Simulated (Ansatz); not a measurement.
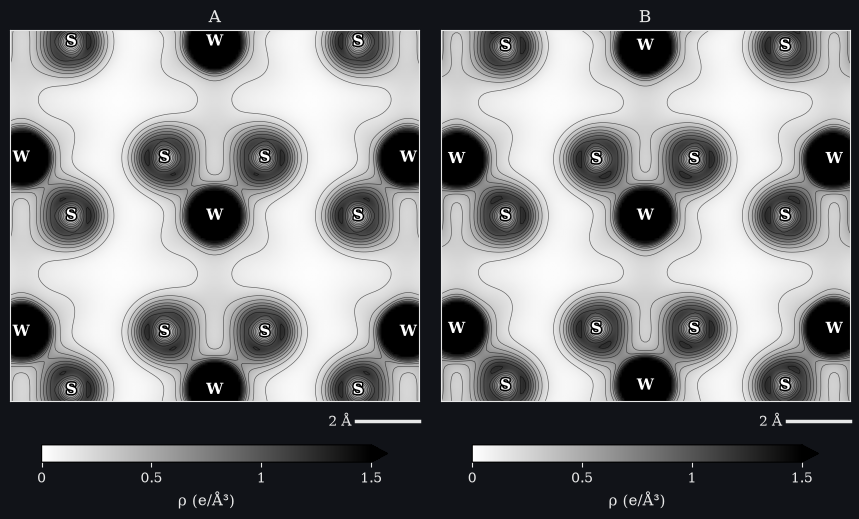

WS₂. The valence pseudo-density of two cells that differ in size, on the (110) plane of each (indices in the axes of the calculation cell), at one length scale and on one colour scale: A has 17.9 Å³ an atom and B 16.6.

Computed with Ansatz, DFT PBE+D3(BJ), scalar-relativistic, plane waves, PAW.

Core electrons are frozen (PAW), and the valence fields are smoothed inside the atomic spheres.

The larger cell:

```xyz
6
Lattice="3.1802 0.0000 0.0000 -1.5901 2.7542 0.0000 0.0000 0.0000 12.2435" Properties=species:S:1:pos:R:3 pbc="T T T"
W     0.0000    1.8361    9.1818
W     1.5901    0.9180    3.0617
S     0.0000    1.8361    1.4739
S     1.5901    0.9180    7.5939
S     0.0000    1.8361    4.6496
S     1.5901    0.9180   10.7697
```

The smaller cell: a = 3.101 Å, b = 3.101 Å, c = 11.940 Å, α = 90.00°, β = 90.00°, γ = 120.00°.

> What changes from the larger cell to the smaller?

From the larger cell to the smaller, W–S goes from 2.43 to 2.37 Å, and the density at its midpoint from 0.61 to 0.67 e/Å³; the pressure goes from −4.0 to 10 GPa; the Kohn–Sham gap goes from 0.92 eV to 0.82 eV.
